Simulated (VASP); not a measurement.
# Run report: Ge, geometry relaxation (part 1 of 3)

The run: geometry relaxation of Ge (I4₁/amd, 2 atoms in the cell). Method and program: Kohn-Sham DFT of a periodic cell, LDA, VASP PAW LDA potentials, recommended, no spin polarisation (VASP 6.6.1).

The structure derives from a Materials Project entry.

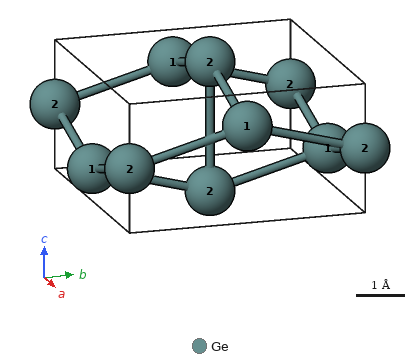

*The input geometry (ball-and-stick view of the cell 2 times as large as that of the calculation, set on its symmetry axes, seen slightly off an axis; atoms are numbered from 1 in the order of the input). An atom can appear more than once, as a periodic image.*

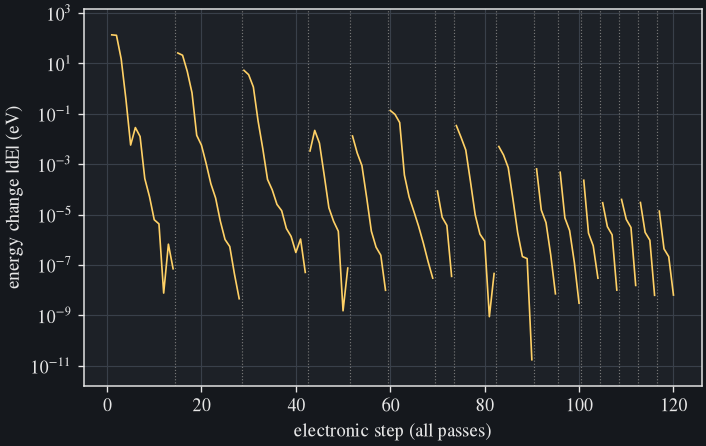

*Convergence of the self-consistent field: energy change |dE| against the electronic step. Each stretch between dotted lines is the SCF of one geometry step of a relaxation.*

The 16 ionic steps take 4 to 14 electronic steps each. The density is held fixed in the first few steps, and dE rises again when its update begins.

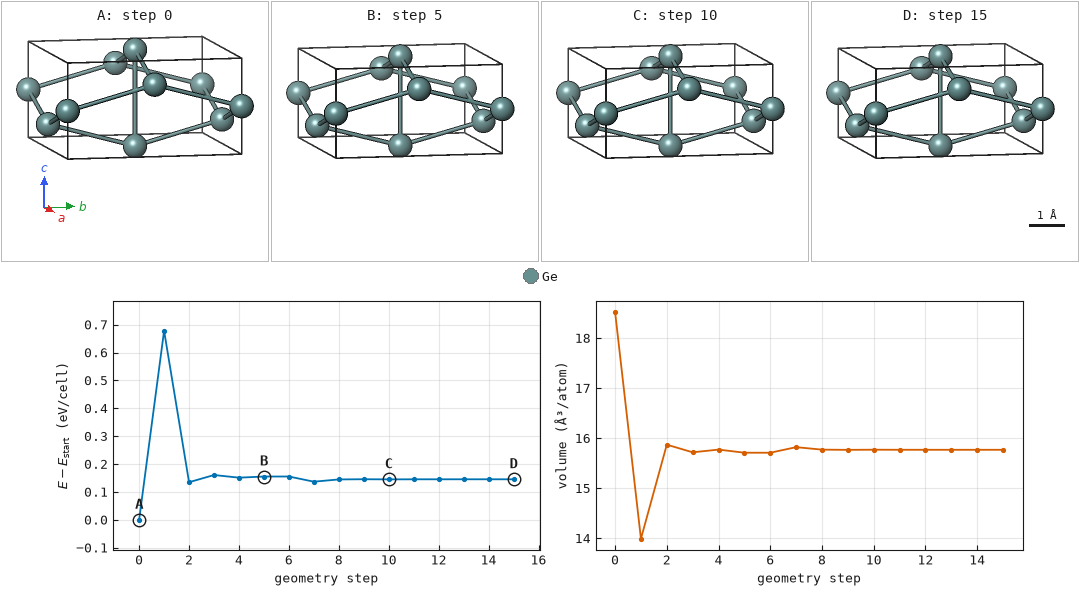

*Frames of the relaxation (ball-and-stick view of the cell 2 times as large as that of the calculation, set on its symmetry axes, seen slightly off an axis) above the curves, on which the letters mark them (steps are counted from 0).*

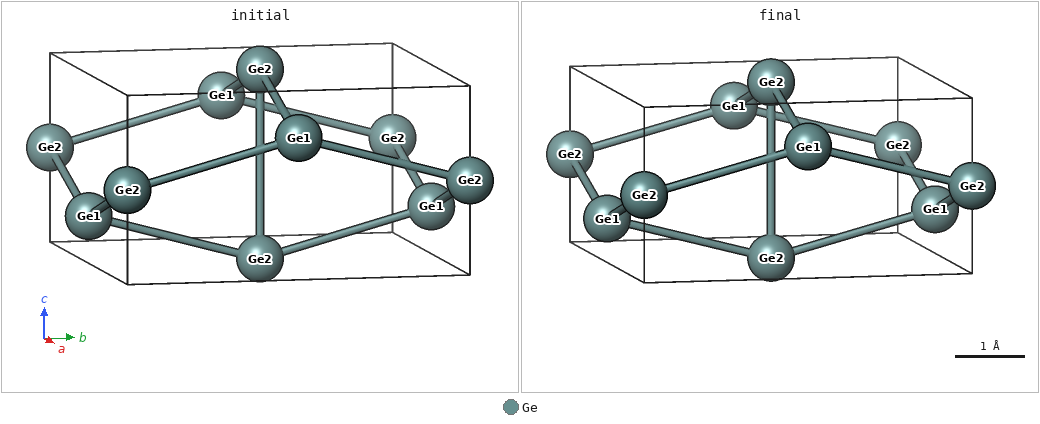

*Before (left) and after (right) the relaxation, at one scale (ball-and-stick view of the cell 2 times as large as that of the calculation, set on its symmetry axes, seen slightly off an axis).*

The atoms keep their places relative to the cell (all moves are under 0.005 Å). The volume changes by −14.9 %, with a = b 5.149 → 4.930 Å (−4.3 %), c 2.795 → 2.595 Å (−7.1 %). Distances before and after: Ge1–Ge1 2.795 → 2.595 Å, Ge1–Ge2 2.668 → 2.549 Å. The space group stays I4_1/amd (No. 141). After 15 geometry steps the energy has risen by 0.145 eV per cell of the calculation. All forces vanish by symmetry, so only the cell relaxes. (Atoms are counted from 1 in the order of the input.)

These pictures come from the run below.

### INCAR
```
SYSTEM = Ge
ALGO = Fast
EDIFF = 1E-7
EDIFFG = -0.002
ENCUT = 350
GGA = CA
IBRION = 2
ISIF = 3
ISMEAR = 0
LASPH = .TRUE.
LCHARG = .FALSE.
LREAL = .FALSE.
LWAVE = .FALSE.
NELM = 100
NSW = 80
PREC = Accurate
PSTRESS = 133.0
SIGMA = 0.02
```

### KPOINTS
```
k-points
0
G
  6 6 6
  0 0 0
```

### POSCAR
```
Ge
1.0
   -2.5744897200      2.5744897200      1.3974126400
    2.5744897200     -2.5744897200      1.3974126400
    2.5744897200      2.5744897200     -1.3974126400
Ge
2
Direct
    0.2500000000      0.7500000000      0.5000000000
    0.5000000000      0.5000000000      0.0000000000
```

Command:
```bash
cat potpaw_LDA.64/Ge_d/POTCAR > POTCAR
mpirun -np 1 vasp_std > vasp.out
```

### OSZICAR
```
N       E                     dE             d eps       ncg     rms          rms(c)
DAV:   1     0.135404066175E+03    0.13540E+03   -0.12480E+04  1120   0.361E+03
DAV:   2     0.525701229418E+01   -0.13015E+03   -0.12837E+03  1096   0.449E+02
DAV:   3    -0.966354646144E+01   -0.14921E+02   -0.14777E+02  1184   0.121E+02
DAV:   4    -0.100427687628E+02   -0.37922E+00   -0.37822E+00  1210   0.227E+01
DAV:   5    -0.100485016704E+02   -0.57329E-02   -0.57325E-02  1200   0.271E+00    0.220E+00
RMM:   6    -0.100201459832E+02    0.28356E-01   -0.19774E-02  1202   0.202E+00    0.125E+00
RMM:   7    -0.100076043072E+02    0.12542E-01   -0.18601E-02  1202   0.158E+00    0.978E-02
RMM:   8    -0.100073367770E+02    0.26753E-03   -0.28818E-03  1197   0.895E-01    0.500E-02
RMM:   9    -0.100073880540E+02   -0.51277E-04   -0.56566E-04  1226   0.234E-01    0.337E-02
RMM:  10    -0.100073942732E+02   -0.62191E-05   -0.12924E-04  1202   0.168E-01    0.680E-03
RMM:  11    -0.100073985292E+02   -0.42560E-05   -0.48612E-05  1252   0.815E-02    0.711E-03
RMM:  12    -0.100073985215E+02    0.76379E-08   -0.14264E-05  1191   0.594E-02    0.306E-03
RMM:  13    -0.100073991889E+02   -0.66742E-06   -0.63481E-06  1145   0.250E-02    0.752E-04
RMM:  14    -0.100073992594E+02   -0.70429E-07   -0.69303E-07   978   0.943E-03
   1 F= -.69319537E+01 E0= -.69317845E+01  d E =-.693195E+01
       N       E                     dE             d eps       ncg     rms          rms(c)
DAV:   1    -0.358163921110E+02   -0.25809E+02   -0.26211E+02  1416   0.242E+02    0.338E+01
RMM:   2    -0.148061700299E+02    0.21010E+02   -0.42409E+01  1186   0.128E+02    0.139E+01
RMM:   3    -0.100159072909E+02    0.47903E+01   -0.29895E+00  1188   0.176E+01    0.569E+00
RMM:   4    -0.933632952868E+01    0.67958E+00   -0.83159E-01  1226   0.829E+00    0.272E+00
RMM:   5    -0.932241384815E+01    0.13916E-01   -0.21862E-01  1201   0.704E+00    0.719E-01
RMM:   6    -0.932810508665E+01   -0.56912E-02   -0.73727E-02  1318   0.247E+00    0.322E-01
RMM:   7    -0.932916484520E+01   -0.10598E-02   -0.10890E-02  1298   0.106E+00    0.494E-02
RMM:   8    -0.932933042028E+01   -0.16558E-03   -0.27201E-03  1201   0.649E-01    0.238E-02
RMM:   9    -0.932937579403E+01   -0.45374E-04   -0.78487E-04  1321   0.286E-01    0.228E-02
RMM:  10    -0.932938128330E+01   -0.54893E-05   -0.11493E-04  1258   0.105E-01    0.103E-02
RMM:  11    -0.932938230349E+01   -0.10202E-05   -0.25040E-05  1266   0.515E-02    0.802E-03
RMM:  12    -0.932938284292E+01   -0.53943E-06   -0.57019E-06  1198   0.303E-02    0.231E-02
RMM:  13    -0.932938280000E+01    0.42918E-07   -0.26859E-06  1155   0.224E-02    0.715E-03
RMM:  14    -0.932938279544E+01    0.45611E-08   -0.73927E-07   896   0.919E-03
   2 F= -.70064875E+01 E0= -.70062708E+01  d E =-.745338E-01
       N       E                     dE             d eps       ncg     rms          rms(c)
DAV:   1    -0.146412975613E+02   -0.53119E+01   -0.78873E+01  1352   0.233E+02    0.126E+01
RMM:   2    -0.110820642908E+02    0.35592E+01   -0.41601E+00  1175   0.335E+01    0.658E+00
RMM:   3    -0.992823145442E+01    0.11538E+01   -0.30193E+00  1157   0.257E+01    0.870E-01
RMM:   4    -0.987643146552E+01    0.51800E-01   -0.23943E-01  1193   0.648E+00    0.514E-01
RMM:   5    -0.987232799434E+01    0.41035E-02   -0.53584E-02  1199   0.232E+00    0.366E-01
RMM:   6    -0.987257599255E+01   -0.24800E-03   -0.88552E-03  1221   0.987E-01    0.865E-02
RMM:   7    -0.987248081786E+01    0.95175E-04   -0.20964E-03  1193   0.571E-01    0.454E-02
RMM:   8    -0.987250610382E+01   -0.25286E-04   -0.52636E-04  1222   0.285E-01    0.836E-03
RMM:   9    -0.987252033511E+01   -0.14231E-04   -0.16617E-04  1316   0.159E-01    0.103E-02
RMM:  10    -0.987252312084E+01   -0.27857E-05   -0.26815E-05  1297   0.522E-02    0.119E-02
RMM:  11    -0.987252447384E+01   -0.13530E-05   -0.63951E-06  1211   0.306E-02    0.378E-02
RMM:  12    -0.987252416167E+01    0.31216E-06   -0.47081E-06  1180   0.353E-02    0.211E-02
RMM:  13    -0.987252523099E+01   -0.10693E-05   -0.19656E-06  1163   0.225E-02    0.536E-03
RMM:  14    -0.987252518040E+01    0.50591E-07   -0.12889E-07   688   0.493E-03
   3 F= -.72376275E+01 E0= -.72374529E+01  d E =-.305674E+00
       N       E                     dE             d eps       ncg     rms          rms(c)
DAV:   1    -0.987585186059E+01   -0.33266E-02   -0.38933E-01  1188   0.134E+01    0.100E+00
RMM:   2    -0.985395437375E+01    0.21897E-01   -0.26090E-02  1173   0.273E+00    0.508E-01
RMM:   3    -0.984709337717E+01    0.68610E-02   -0.13858E-02  1153   0.172E+00    0.105E-01
RMM:   4    -0.984671734678E+01    0.37603E-03   -0.13720E-03  1193   0.548E-01    0.520E-02
RMM:   5    -0.984673598753E+01   -0.18641E-04   -0.26449E-04  1196   0.152E-01    0.350E-02
RMM:   6    -0.984673058328E+01    0.54042E-05   -0.97587E-05  1198   0.158E-01    0.675E-03
RMM:   7    -0.984673275489E+01   -0.21716E-05   -0.20675E-05  1227   0.413E-02    0.417E-03
RMM:   8    -0.984673275338E+01    0.15143E-08   -0.28979E-06  1211   0.201E-02    0.907E-04
RMM:   9    -0.984673282860E+01   -0.75218E-07   -0.85090E-07   928   0.871E-03
   4 F= -.72371896E+01 E0= -.72369673E+01  d E =-.305236E+00
       N       E                     dE             d eps       ncg     rms          rms(c)
DAV:   1    -0.985989200715E+01   -0.13159E-01   -0.50753E-02  1264   0.490E+00    0.359E-01
RMM:   2    -0.985711376511E+01    0.27782E-02   -0.33322E-03  1173   0.977E-01    0.181E-01
RMM:   3    -0.985623976659E+01    0.87400E-03   -0.17687E-03  1148   0.617E-01    0.358E-02
RMM:   4    -0.985619191439E+01    0.47852E-04   -0.17312E-04  1195   0.192E-01    0.178E-02
RMM:   5    -0.985619410321E+01   -0.21888E-05   -0.31867E-05  1197   0.518E-02    0.119E-02
RMM:   6    -0.985619359742E+01    0.50578E-06   -0.11569E-05  1191   0.541E-02    0.172E-03
RMM:   7    -0.985619383995E+01   -0.24253E-06   -0.24010E-06  1177   0.141E-02    0.174E-03
RMM:   8    -0.985619384983E+01   -0.98798E-08   -0.41273E-07   827   0.770E-03
   5 F= -.72376393E+01 E0= -.72374373E+01  d E =-.305686E+00
       N       E                     dE             d eps       ncg     rms          rms(c)
DAV:   1    -0.999123069041E+01   -0.13504E+00   -0.22160E+00  1334   0.155E+01    0.210E+00
RMM:   2    -0.989646072726E+01    0.94770E-01   -0.11196E-01  1205   0.458E+00    0.124E+00
RMM:   3    -0.985170593135E+01    0.44755E-01   -0.59539E-02  1197   0.231E+00    0.158E-01
RMM:   4    -0.985207571681E+01   -0.36979E-03   -0.56475E-03  1210   0.851E-01    0.686E-02
RMM:   5    -0.985212556697E+01   -0.49850E-04   -0.87273E-04  1253   0.343E-01    0.161E-02
RMM:   6    -0.985213903538E+01   -0.13468E-04   -0.16846E-04  1229   0.163E-01    0.775E-03
RMM:   7    -0.985214250686E+01   -0.34715E-05   -0.41364E-05  1315   0.733E-02    0.258E-03
RMM:   8    -0.985214326115E+01   -0.75429E-06   -0.76952E-06  1205   0.292E-02    0.642E-04
RMM:   9    -0.985214340022E+01   -0.13907E-06   -0.13554E-06   954   0.117E-02    0.241E-04
RMM:  10    -0.985214343019E+01   -0.29976E-07   -0.29194E-07   780   0.554E-03
   6 F= -.72439172E+01 E0= -.72434683E+01  d E =-.627788E-02
       N       E                     dE             d eps       ncg     rms          rms(c)
DAV:   1    -0.985205742921E+01    0.85971E-04   -0.18378E-04  1232   0.144E-01    0.190E-02
RMM:   2    -0.985204963453E+01    0.77947E-05   -0.91033E-06  1204   0.410E-02    0.112E-02
RMM:   3    -0.985204593027E+01    0.37043E-05   -0.49513E-06  1197   0.214E-02    0.136E-03
RMM:   4    -0.985204596547E+01   -0.35201E-07   -0.50821E-07   999   0.797E-03
   7 F= -.72439173E+01 E0= -.72434781E+01  d E =-.627806E-02
       N       E                     dE             d eps       ncg     rms          rms(c)
DAV:   1    -0.988607819419E+01   -0.34032E-01   -0.21411E-01  1410   0.101E+01    0.737E-01
RMM:   2    -0.987445806033E+01    0.11620E-01   -0.13640E-02  1178   0.198E+00    0.372E-01
RMM:   3    -0.987080054031E+01    0.36575E-02   -0.75237E-03  1147   0.127E+00    0.739E-02
RMM:   4    -0.987059953800E+01    0.20100E-03   -0.72953E-04  1196   0.399E-01    0.348E-02
RMM:   5    -0.987060928543E+01   -0.97474E-05   -0.13614E-04  1203   0.107E-01    0.252E-02
RMM:   6    -0.987060760935E+01    0.16761E-05   -0.43715E-05  1193   0.104E-01    0.343E-03
RMM:   7    -0.987060849352E+01   -0.88417E-06   -0.86422E-06  1209   0.267E-02    0.324E-03
RMM:   8    -0.987060849441E+01   -0.88403E-09   -0.14773E-06  1138   0.155E-02    0.347E-04
RMM:   9    -0.987060854008E+01   -0.45672E-07   -0.47810E-07   828   0.703E-03
   8 F= -.72439744E+01 E0= -.72435124E+01  d E =-.570796E-04
       N       E                     dE             d eps       ncg     rms          rms(c)
DAV:   1    -0.986558465939E+01    0.50238E-02   -0.41855E-02  1372   0.441E+00    0.330E-01
RMM:   2    -0.986327179664E+01    0.23129E-02   -0.27468E-03  1175   0.890E-01    0.166E-01
RMM:   3    -0.986254760377E+01    0.72419E-03   -0.14534E-03  1139   0.557E-01    0.339E-02
RMM:   4    -0.986250743357E+01    0.40170E-04   -0.14165E-04  1198   0.175E-01    0.160E-02
RMM:   5    -0.986250934082E+01   -0.19073E-05   -0.25972E-05  1202   0.450E-02    0.111E-02
RMM:   6    -0.986250912533E+01    0.21549E-06   -0.83508E-06  1192   0.456E-02    0.163E-03
RMM:   7    -0.986250930447E+01   -0.17913E-06   -0.16581E-06  1154   0.117E-02    0.141E-03
RMM:   8    -0.986250930448E+01   -0.17280E-10   -0.33015E-07   806   0.734E-03
   9 F= -.72441240E+01 E0= -.72436727E+01  d E =-.206677E-03
       N       E                     dE             d eps       ncg     rms          rms(c)
DAV:   1    -0.986185819057E+01    0.65111E-03   -0.27382E-04  1230   0.360E-01    0.265E-02
RMM:   2    -0.986184310124E+01    0.15089E-04   -0.17844E-05  1180   0.718E-02    0.134E-02
RMM:   3    -0.986183832111E+01    0.47801E-05   -0.95255E-06  1151   0.453E-02    0.271E-03
RMM:   4    -0.986183807130E+01    0.24981E-06   -0.92093E-07  1145   0.136E-02    0.138E-03
RMM:   5    -0.986183807844E+01   -0.71414E-08   -0.17193E-07   779   0.390E-03
  10 F= -.72441239E+01 E0= -.72436735E+01  d E =-.206560E-03
       N       E                     dE             d eps       ncg     rms          rms(c)
DAV:   1    -0.986231387936E+01   -0.47581E-03   -0.13035E-04  1328   0.246E-01    0.186E-02
RMM:   2    -0.986230652681E+01    0.73525E-05   -0.86864E-06  1171   0.499E-02    0.936E-03
RMM:   3    -0.986230420188E+01    0.23249E-05   -0.46498E-06  1145   0.315E-02    0.188E-03
RMM:   4    -0.986230407547E+01    0.12641E-06   -0.45429E-07   844   0.968E-03    0.910E-04
RMM:   5    -0.986230407850E+01   -0.30350E-08   -0.10713E-07   759   0.313E-03
  11 F= -.72441242E+01 E0= -.72436732E+01  d E =-.206847E-03
       N       E                     dE             d eps       ncg     rms          rms(c)
DAV:   1    -0.986207362833E+01    0.23045E-03   -0.32348E-05  1398   0.122E-01    0.928E-03
RMM:   2    -0.986207178589E+01    0.18424E-05   -0.21639E-06  1178   0.250E-02    0.466E-03
RMM:   3    -0.986207121114E+01    0.57476E-06   -0.11534E-06  1140   0.157E-02    0.943E-04
RMM:   4    -0.986207118131E+01    0.29821E-07   -0.11911E-07   745   0.486E-03
  12 F= -.72441242E+01 E0= -.72436734E+01  d E =-.206813E-03
       N       E                     dE             d eps       ncg     rms          rms(c)
DAV:   1    -0.986204172351E+01    0.29488E-04   -0.78896E-05  1392   0.915E-02    0.123E-02
RMM:   2    -0.986203840596E+01    0.33176E-05   -0.37567E-06  1173   0.258E-02    0.732E-03
RMM:   3    -0.986203683750E+01    0.15685E-05   -0.22231E-06  1095   0.138E-02    0.901E-04
RMM:   4    -0.986203684755E+01   -0.10047E-07   -0.26344E-07   796   0.541E-03
  13 F= -.72441246E+01 E0= -.72436804E+01  d E =-.418543E-06
       N       E                     dE             d eps       ncg     rms          rms(c)
DAV:   1    -0.986199698921E+01    0.39848E-04   -0.15196E-04  1424   0.128E-01    0.172E-02
RMM:   2    -0.986199053402E+01    0.64552E-05   -0.71666E-06  1198   0.356E-02    0.102E-02
RMM:   3    -0.986198748183E+01    0.30522E-05   -0.43003E-06  1177   0.195E-02    0.124E-03
RMM:   4    -0.986198749723E+01   -0.15405E-07   -0.43934E-07   958   0.740E-03
  14 F= -.72441240E+01 E0= -.72436881E+01  d E =0.171623E-06
       N       E                     dE             d eps       ncg     rms          rms(c)
DAV:   1    -0.986201766423E+01   -0.30182E-04   -0.48456E-05  1254   0.717E-02    0.954E-03
RMM:   2    -0.986201569844E+01    0.19658E-05   -0.24438E-06  1145   0.213E-02    0.568E-03
RMM:   3    -0.986201473578E+01    0.96266E-06   -0.13184E-06  1013   0.108E-02    0.681E-04
RMM:   4    -0.986201474203E+01   -0.62473E-08   -0.14499E-07   688   0.414E-03
  15 F= -.72441245E+01 E0= -.72436842E+01  d E =-.330691E-06
       N       E                     dE             d eps       ncg     rms          rms(c)
DAV:   1    -0.986202843025E+01   -0.13694E-04   -0.10352E-05  1436   0.335E-02    0.453E-03
RMM:   2    -0.986202799573E+01    0.43452E-06   -0.52636E-07   969   0.889E-03    0.269E-03
RMM:   3    -0.986202778200E+01    0.21373E-06   -0.33561E-07   878   0.491E-03    0.329E-04
RMM:   4    -0.986202777562E+01    0.63792E-08   -0.24228E-08   668   0.229E-03
  16 F= -.72441246E+01 E0= -.72436820E+01  d E =-.413438E-06
```

### Parts of OUTCAR
```
SYSTEM = Ge
   EDIFF = 1E-7
   EDIFFG = -0.002
   ENCUT = 350
   GGA = CA
   IBRION = 2
   ISIF = 3
   ISMEAR = 0
   LASPH = .TRUE.
   LREAL = .FALSE.
   NELM = 100
   NSW = 80
   PREC = Accurate
   PSTRESS = 133.0

 ion  position               nearest neighbor table
   1  0.250  0.750  0.500-   2 2.67   2 2.67   2 2.67   2 2.67
   2  0.500  0.500  0.000-   1 2.67   1 2.67   1 2.67   1 2.67

  LATTYP: Found a body centered tetragonal cell.
 ALAT       =     5.1489794400
 C/A-ratio  =     0.5427920839

  Lattice vectors:

 A1 = (  -2.5744897200,   2.5744897200,   1.3974126400)
 A2 = (   2.5744897200,  -2.5744897200,   1.3974126400)
 A3 = (   2.5744897200,   2.5744897200,  -1.3974126400)

Analysis of symmetry for initial positions (statically):
=====================================================================
 Subroutine PRICEL returns:
 Original cell was already a primitive cell.

 Routine SETGRP: Setting up the symmetry group for a
 body centered tetragonal supercell.

 Subroutine GETGRP returns: Found 16 space group operations
 (whereof  8 operations were pure point group operations)
 out of a pool of 16 trial point group operations.

The static configuration has the point symmetry D_2d.
 The point group associated with its full space group is D_4h.

Analysis of symmetry for dynamics (positions and initial velocities):
=====================================================================
 Subroutine PRICEL returns:
 Original cell was already a primitive cell.
```
